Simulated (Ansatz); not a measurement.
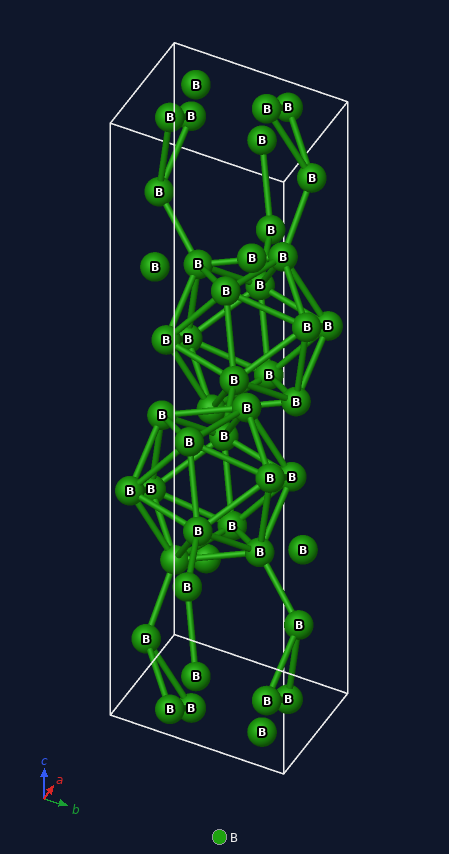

Figure: ball-and-stick view from a general direction. The conventional unit cell is outlined; an atom on or near a face, edge or corner is repeated at each equivalent position.

B, space group R-3m (No. 166), a = 4.88 Å, b = 4.88 Å, c = 12.50 Å, α = 90.00°, β = 90.00°, γ = 120.00°.

Calculation details: DFT PBEsol, scalar-relativistic, plane waves, PAW in Ansatz; plane-wave cutoff 600 eV, k-points about 0.20 Å⁻¹ apart, Gaussian smearing of 0.05 eV, no spin polarisation.

> How large a gap does the method give, if there is one?

A semiconductor at this level, with a gap of 1.34 eV, indirect; the smallest direct gap is 1.68 eV.

> What is the computed pressure?

The computed pressure is 0.1 GPa, close to zero.

It derives from a structure type known for this element. Earlier steps of the study may have refined or changed the cell and positions. It went into a calculation with Ansatz.
